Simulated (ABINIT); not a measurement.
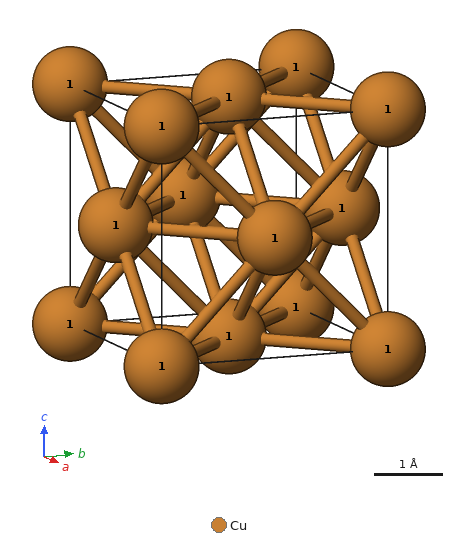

The structure as given in the input (ball-and-stick view of the cell 4 times as large as that of the calculation, set on its symmetry axes, seen slightly off an axis; atoms are numbered from 1 in the order of the input). Near neighbours in the crystal (not all of them lie inside the picture): Cu has 12 Cu at 2.56 Å.

## Geometry relaxation of Cu (part 1 of 3)

The run: geometry relaxation of Cu (Fm-3m, 1 atom in the cell). Method and program: Kohn-Sham DFT of a periodic cell, LDA, JTH PAW LDA v2.0, no spin polarisation (ABINIT 10.8.3).

The structure derives from an entry of the Crystallography Open Database.

**Input**
```
# Pseudopotentials
pp_dirpath "./"
pseudos "Cu.LDA_PW-JTH.xml"

# Structure
acell 3*1.0 Angstrom
rprim
     0.0000000000     1.8075000000     1.8075000000
     1.8075000000     0.0000000000     1.8075000000
     1.8075000000     1.8075000000     0.0000000000
ntypat 1
znucl 29
natom 1
typat 1
chkprim 0
chksymtnons 0
tolsym 1.0e-6
xred
            0.0            0.0            0.0

# Plane-wave basis
ecut 20.0
pawecutdg 40.0
ecutsm 0.5

# k points
kptopt 1
ngkpt 10 10 10
nshiftk 1
shiftk 0.0 0.0 0.0

# Exchange and correlation
ixc 7

# Bands and occupations
nband 14
occopt 3
tsmear 0.05 eV

# SCF cycle
nstep 80
tolvrs 1.0e-10

# Output
iomode 3
prteig 0
prtebands 0
prtwf 0
prtden 0

# Relaxation
ionmov 2
optcell 2
ntime 50
tolmxf 2.0e-5
dilatmx 1.08
```

Machine: 1 thread of Arm Neoverse V2, 24 GiB of memory available, shared host.

Command:
```bash
abinit run.abi > log 2>&1
```

**Output**
```
.Version 10.8.3 of ABINIT
 Symmetries : space group Fm -3 m (#225); Bravais cF (face-center cubic)
================================================================================
 Values of the parameters that define the memory need of the present run
     intxc =       0    ionmov =       2      iscf =      17    lmnmax =      18
     lnmax =       6     mgfft =      24  mpssoang =       3    mqgrid =    3001
     natom =       1  nloc_mem =       2    nspden =       1   nspinor =       1
    nsppol =       1      nsym =      48    n1xccc =       1    ntypat =       1
    occopt =       3   xclevel =       1
       mpw =         444          nfft =       13824          nkpt =          47
 PAW method is used; the additional fine FFT grid is defined by:
   mgfftf=        30    nfftf =     27000
================================================================================
================================================================================

--------------------------------------------------------------------------------
------------- Echo of variables that govern the present computation ------------
--------------------------------------------------------------------------------
 -outvars: echo values of preprocessed input variables --------
            acell      1.8897261259E+00  1.8897261259E+00  1.8897261259E+00 Bohr
              amu      6.35460000E+01
          chkprim           0
      chksymtnons           0
          dilatmx      1.08000000E+00
             ecut      2.00000000E+01 Hartree
           ecutsm      5.00000000E-01 Hartree
           ionmov           2
              ixc           7
         kptrlatt       10    0    0      0   10    0      0    0   10
          kptrlen      4.83050094E+01
            natom           1
            nband          14
            ngfft          24      24      24
          ngfftdg          30      30      30
             nkpt          47
            nstep          80
             nsym          48
            ntime          50
           ntypat           1
           occopt           3
          optcell           2
        pawecutdg      4.00000000E+01 Hartree
           prtden           0
        prtebands           0
           prteig           0
            prtwf           0
            rprim      0.0000000000E+00  1.8075000000E+00  1.8075000000E+00
                       1.8075000000E+00  0.0000000000E+00  1.8075000000E+00
                       1.8075000000E+00  1.8075000000E+00  0.0000000000E+00
          spgroup         225
           tolmxf      2.00000000E-05
           tolsym      1.00000000E-06
           tolvrs      1.00000000E-10
           tsmear      1.83746611E-03 Hartree
            typat      1
           useylm           1
            znucl       29.00000

================================================================================

 chkinp: Checking input parameters for consistency.

================================================================================
== DATASET  1 ==================================================================

--- !DatasetInfo
iteration_state: {dtset: 1, }
dimensions: {natom: 1, nkpt: 47, mband: 14, nsppol: 1, nspinor: 1, nspden: 1, mpw: 444, }
cutoff_energies: {ecut:  20.0, pawecutdg:  40.0, }
electrons: {nelect:   1.90000000E+01, charge:   0.00000000E+00, occopt:   3.00000000E+00, tsmear:   1.83746611E-03, }
meta: {optdriver: 0, ionmov: 2, optcell: 2, iscf: 17, paral_kgb: 0, }
...

 Exchange-correlation functional for the present dataset will be:
  LDA: Perdew-Wang 92 LSD fit to Ceperley-Alder data - ixc=7
  J.P.Perdew and Y.Wang, PRB 45, 13244 (1992)

 Real(R)+Recip(G) space primitive vectors, cartesian coordinates (Bohr,Bohr^-1):
 R(1)=  0.0000000  3.4156800  3.4156800  G(1)= -0.1463837  0.1463837  0.1463837
 R(2)=  3.4156800  0.0000000  3.4156800  G(2)=  0.1463837 -0.1463837  0.1463837
 R(3)=  3.4156800  3.4156800  0.0000000  G(3)=  0.1463837  0.1463837 -0.1463837
 Unit cell volume ucvol=  7.9700586E+01 bohr^3
 Angles (23,13,12)=  6.00000000E+01  6.00000000E+01  6.00000000E+01 degrees

 Coarse grid specifications (used for wave-functions):

 getcut: wavevector=  0.0000  0.0000  0.0000  ngfft=  24  24  24
         ecut(hartree)=     23.328   => boxcut(ratio)=   2.28515

 getcut : COMMENT -
  Note that boxcut > 2.2 ; recall that boxcut=Gcut(box)/Gcut(sphere) = 2
  is sufficient for exact treatment of convolution.
  Such a large boxcut is a waste : you could raise ecut
  e.g. ecut=   30.454249 Hartrees makes boxcut=2

 Fine grid specifications (used for densities):

 getcut: wavevector=  0.0000  0.0000  0.0000  ngfft=  30  30  30
         ecut(hartree)=     46.656   => boxcut(ratio)=   2.02205

--- Pseudopotential description ------------------------------------------------
- pspini: atom type   1  psp file is ./Cu.LDA_PW-JTH.xml
 Pseudopotential format is: paw10
 basis_size (lnmax)=  6 (lmn_size= 18), orbitals=   0   0   1   1   2   2
 Spheres core radius: rc_sph= 2.00090475
 Shapefunction is SIN type: shapef(r)=[sin(pi*r/rshp)/(pi*r/rshp)]**2
 Radius for shape functions =  1.80603571
 Compensation charge density is not taken into account in XC energy/potential

   6.90398489E+02                                ecore*ucvol(ha*bohr**3)
--------------------------------------------------------------------------------

================================================================================

=== [ionmov= 2] Broyden-Fletcher-Goldfarb-Shanno method (forces)
================================================================================

--- Iteration: ( 1/50) Internal Cycle: (1/1)
--------------------------------------------------------------------------------

---SELF-CONSISTENT-FIELD CONVERGENCE--------------------------------------------

--- !BeginCycle
iteration_state: {dtset: 1, itime: 1, icycle: 1, }
solver: {iscf: 17, nstep: 80, nline: 4, wfoptalg: 10, }
tolerances: {tolvrs: 1.00E-10, }
...

     iter   Etot(hartree)      deltaE(h)  residm     nres2
 ETOT  1  -195.18772942809    -1.952E+02 4.871E+01 1.307E+01
 ETOT  2  -198.38337233583    -3.196E+00 4.307E-01 1.162E+02
 ETOT  3  -198.17605963998     2.073E-01 7.386E-02 2.480E+01
 ETOT  4  -198.10691659445     6.914E-02 7.794E-02 1.374E+00
 ETOT  5  -198.10230516854     4.611E-03 3.262E-02 3.317E-01
 ETOT  6  -198.10179710251     5.081E-04 3.013E-04 2.275E-01
 ETOT  7  -198.10090061094     8.965E-04 5.728E-04 6.529E-04
 ETOT  8  -198.10091278252    -1.217E-05 1.483E-04 2.441E-03
 ETOT  9  -198.10090925320     3.529E-06 5.597E-06 1.518E-03
 ETOT 10  -198.10090714667     2.107E-06 1.591E-05 9.880E-04
 ETOT 11  -198.10090625465     8.920E-07 6.276E-06 6.796E-04
 ETOT 12  -198.10090574381     5.108E-07 1.353E-06 3.636E-04
 ETOT 13  -198.10090477171     9.721E-07 4.319E-07 4.830E-05
 ETOT 14  -198.10090476774     3.967E-09 1.654E-07 1.613E-05
 ETOT 15  -198.10090472213     4.561E-08 5.399E-08 8.730E-07
 ETOT 16  -198.10090471992     2.208E-09 1.038E-08 3.621E-08
 ETOT 17  -198.10090471984     8.197E-11 8.051E-10 3.378E-09
 ETOT 18  -198.10090471983     3.297E-12 2.381E-10 1.917E-10
 ETOT 19  -198.10090471983     2.842E-13 9.059E-11 8.455E-11

 At SCF step   19       nres2   =  8.45E-11 < tolvrs=  1.00E-10 =>converged.

 Cartesian components of stress tensor (hartree/bohr^3)
  sigma(1 1)=  4.15705424E-04  sigma(3 2)=  0.00000000E+00
  sigma(2 2)=  4.15705424E-04  sigma(3 1)=  0.00000000E+00
  sigma(3 3)=  4.15705424E-04  sigma(2 1)=  0.00000000E+00

--- !ResultsGS
iteration_state: {dtset: 1, itime: 1, icycle: 1, }
comment   : Summary of ground state results
lattice_vectors:
- [  0.0000000,   3.4156800,   3.4156800, ]
- [  3.4156800,   0.0000000,   3.4156800, ]
- [  3.4156800,   3.4156800,   0.0000000, ]
lattice_lengths: [   4.83050,    4.83050,    4.83050, ]
lattice_angles: [ 60.000,  60.000,  60.000, ] # degrees, (23, 13, 12)
lattice_volume:   7.9700586E+01
convergence: {deltae:  2.842E-13, res2:  8.455E-11, residm:  9.059E-11, diffor: null, }
etotal    :  -1.98100905E+02
entropy   :   0.00000000E+00
fermie    :   2.51643426E-01
cartesian_stress_tensor: # hartree/bohr^3
- [  4.15705424E-04,   0.00000000E+00,   0.00000000E+00, ]
- [  0.00000000E+00,   4.15705424E-04,   0.00000000E+00, ]
- [  0.00000000E+00,   0.00000000E+00,   4.15705424E-04, ]
pressure_GPa:  -1.2230E+01
xred      :
- [  0.0000E+00,   0.0000E+00,   0.0000E+00, Cu]
cartesian_forces: # hartree/bohr
- [ -0.00000000E+00,  -0.00000000E+00,  -0.00000000E+00, ]
force_length_stats: {min:   0.00000000E+00, max:   0.00000000E+00, mean:   0.00000000E+00, }
...

 Integrated electronic density in atomic spheres:
 ------------------------------------------------
 Atom  Sphere_radius  Integrated_density
    1        2.00090         17.37364882

---OUTPUT-----------------------------------------------------------------------

 Cartesian coordinates (xcart) [bohr]
  0.00000000000000E+00  0.00000000000000E+00  0.00000000000000E+00
 Reduced coordinates (xred)
  0.00000000000000E+00  0.00000000000000E+00  0.00000000000000E+00
 Cartesian forces (fcart) [Ha/bohr]; max,rms= 0.00000E+00 0.00000E+00 (free atoms)
 -0.00000000000000E+00 -0.00000000000000E+00 -0.00000000000000E+00
 Gradient of E wrt nuclear positions in reduced coordinates (gred)
  0.00000000000000E+00  0.00000000000000E+00  0.00000000000000E+00
 Scale of Primitive Cell (acell) [bohr]
  1.88972612590778E+00  1.88972612590778E+00  1.88972612590778E+00
 Real space primitive translations (rprimd) [bohr]
  0.00000000000000E+00  3.41567997257832E+00  3.41567997257832E+00
  3.41567997257832E+00  0.00000000000000E+00  3.41567997257832E+00
  3.41567997257832E+00  3.41567997257832E+00  0.00000000000000E+00
 Unitary Cell Volume (ucvol) [Bohr^3]=  7.97005861836536E+01
 Angles (23,13,12)= [degrees]
  6.00000000000000E+01  6.00000000000000E+01  6.00000000000000E+01
 Lengths [Bohr]
  4.83050094194642E+00  4.83050094194642E+00  4.83050094194642E+00
 Stress tensor in cartesian coordinates (strten) [Ha/bohr^3]
  4.15705424325619E-04  0.00000000000000E+00  0.00000000000000E+00
  0.00000000000000E+00  4.15705424325563E-04  0.00000000000000E+00
  0.00000000000000E+00  0.00000000000000E+00  4.15705424325577E-04
 Total energy (etotal) [Ha]= -1.98100904719833E+02

--- Iteration: ( 2/50) Internal Cycle: (1/1)
--------------------------------------------------------------------------------

---SELF-CONSISTENT-FIELD CONVERGENCE--------------------------------------------

--- !BeginCycle
iteration_state: {dtset: 1, itime: 2, icycle: 1, }
solver: {iscf: 17, nstep: 80, nline: 4, wfoptalg: 10, }
tolerances: {tolvrs: 1.00E-10, }
...

     iter   Etot(hartree)      deltaE(h)  residm     nres2
 ETOT  1  -198.14584440033    -1.981E+02 2.294E+02 2.589E+01
 ETOT  2  -198.21804897257    -7.220E-02 8.834E-01 5.785E+01
 ETOT  3  -198.10439102523     1.137E-01 1.354E-01 2.241E+00
 ETOT  4  -198.10198177773     2.409E-03 1.284E-02 1.200E-01
 ETOT  5  -198.10193139233     5.039E-05 4.815E-04 2.133E-02
 ETOT  6  -198.10188720805     4.418E-05 3.816E-05 6.134E-04
 ETOT  7  -198.10188950748    -2.299E-06 2.037E-05 1.119E-03
 ETOT  8  -198.10188732390     2.184E-06 1.488E-05 3.493E-05
 ETOT  9  -198.10188727124     5.266E-08 3.795E-06 4.965E-07
 ETOT 10  -198.10188727314    -1.905E-09 7.663E-08 2.475E-07
 ETOT 11  -198.10188727264     5.014E-10 1.030E-08 1.312E-08
 ETOT 12  -198.10188727263     1.666E-11 5.485E-09 1.820E-11

 At SCF step   12       nres2   =  1.82E-11 < tolvrs=  1.00E-10 =>converged.

 Cartesian components of stress tensor (hartree/bohr^3)
  sigma(1 1)=  2.52869406E-04  sigma(3 2)=  0.00000000E+00
  sigma(2 2)=  2.52869406E-04  sigma(3 1)=  0.00000000E+00
  sigma(3 3)=  2.52869406E-04  sigma(2 1)=  0.00000000E+00

--- !ResultsGS
iteration_state: {dtset: 1, itime: 2, icycle: 1, }
comment   : Summary of ground state results
lattice_vectors:
- [  0.0000000,   3.3730825,   3.3730825, ]
- [  3.3730825,   0.0000000,   3.3730825, ]
- [  3.3730825,   3.3730825,   0.0000000, ]
lattice_lengths: [   4.77026,    4.77026,    4.77026, ]
lattice_angles: [ 60.000,  60.000,  60.000, ] # degrees, (23, 13, 12)
lattice_volume:   7.6755742E+01
convergence: {deltae:  1.666E-11, res2:  1.820E-11, residm:  5.485E-09, diffor: null, }
etotal    :  -1.98101887E+02
entropy   :   0.00000000E+00
fermie    :   2.68499288E-01
cartesian_stress_tensor: # hartree/bohr^3
- [  2.52869406E-04,   0.00000000E+00,   0.00000000E+00, ]
- [  0.00000000E+00,   2.52869406E-04,   0.00000000E+00, ]
- [  0.00000000E+00,   0.00000000E+00,   2.52869406E-04, ]
pressure_GPa:  -7.4397E+00
xred      :
- [  0.0000E+00,   0.0000E+00,   0.0000E+00, Cu]
cartesian_forces: # hartree/bohr
- [ -0.00000000E+00,  -0.00000000E+00,  -0.00000000E+00, ]
force_length_stats: {min:   0.00000000E+00, max:   0.00000000E+00, mean:   0.00000000E+00, }
...

 Integrated electronic density in atomic spheres:
 ------------------------------------------------
 Atom  Sphere_radius  Integrated_density
    1        2.00090         17.40088170

---OUTPUT-----------------------------------------------------------------------

 Cartesian coordinates (xcart) [bohr]
  0.00000000000000E+00  0.00000000000000E+00  0.00000000000000E+00
 Reduced coordinates (xred)
  0.00000000000000E+00  0.00000000000000E+00  0.00000000000000E+00
 Cartesian forces (fcart) [Ha/bohr]; max,rms= 0.00000E+00 0.00000E+00 (free atoms)
 -0.00000000000000E+00 -0.00000000000000E+00 -0.00000000000000E+00
 Gradient of E wrt nuclear positions in reduced coordinates (gred)
  0.00000000000000E+00  0.00000000000000E+00  0.00000000000000E+00
 Scale of Primitive Cell (acell) [bohr]
  4.77025897863311E+00  4.77025897863311E+00  4.77025897863311E+00
 Real space primitive translations (rprimd) [bohr]
  0.00000000000000E+00  3.37308247180749E+00  3.37308247180749E+00
  3.37308247180749E+00  0.00000000000000E+00  3.37308247180749E+00
  3.37308247180749E+00  3.37308247180749E+00  0.00000000000000E+00
 Unitary Cell Volume (ucvol) [Bohr^3]=  7.67557421260076E+01
 Angles (23,13,12)= [degrees]
  6.00000000000000E+01  6.00000000000000E+01  6.00000000000000E+01
 Lengths [Bohr]
  4.77025897863311E+00  4.77025897863311E+00  4.77025897863311E+00
 Stress tensor in cartesian coordinates (strten) [Ha/bohr^3]
  2.52869405769462E-04  0.00000000000000E+00  0.00000000000000E+00
  0.00000000000000E+00  2.52869405769407E-04  0.00000000000000E+00
  0.00000000000000E+00  0.00000000000000E+00  2.52869405769421E-04
 Total energy (etotal) [Ha]= -1.98101887272626E+02

 Difference of energy with previous step (new-old):
           Absolute (Ha)=-9.82553E-04
           Relative     =-4.95985E-06

--- Iteration: ( 3/50) Internal Cycle: (1/1)
--------------------------------------------------------------------------------

---SELF-CONSISTENT-FIELD CONVERGENCE--------------------------------------------

--- !BeginCycle
iteration_state: {dtset: 1, itime: 3, icycle: 1, }
solver: {iscf: 17, nstep: 80, nline: 4, wfoptalg: 10, }
tolerances: {tolvrs: 1.00E-10, }
...

     iter   Etot(hartree)      deltaE(h)  residm     nres2
 ETOT  1  -198.16876670319    -1.982E+02 1.679E+01 4.942E+01
 ETOT  2  -198.28873266588    -1.200E-01 8.551E-03 9.390E+01
 ETOT  3  -198.10882552421     1.799E-01 2.376E-01 5.262E+00
 ETOT  4  -198.10245173658     6.374E-03 5.704E-03 2.494E-01
 ETOT  5  -198.10235390116     9.784E-05 3.186E-04 3.710E-02
 ETOT  6  -198.10226754948     8.635E-05 3.493E-05 1.131E-03
 ETOT  7  -198.10227099401    -3.445E-06 1.031E-05 2.046E-03
 ETOT  8  -198.10226702924     3.965E-06 1.313E-05 3.755E-05
 ETOT  9  -198.10226698459     4.465E-08 2.004E-06 1.574E-07
 ETOT 10  -198.10226698749    -2.908E-09 4.197E-06 1.242E-08
 ETOT 11  -198.10226698755    -5.329E-11 8.358E-07 1.065E-08
 ETOT 12  -198.10226698753     1.313E-11 1.720E-06 3.521E-09
 ETOT 13  -198.10226698752     1.003E-11 3.536E-07 5.838E-12

 At SCF step   13       nres2   =  5.84E-12 < tolvrs=  1.00E-10 =>converged.

 Cartesian components of stress tensor (hartree/bohr^3)
  sigma(1 1)= -7.40677666E-05  sigma(3 2)=  0.00000000E+00
  sigma(2 2)= -7.40677666E-05  sigma(3 1)=  0.00000000E+00
  sigma(3 3)= -7.40677666E-05  sigma(2 1)=  0.00000000E+00
```
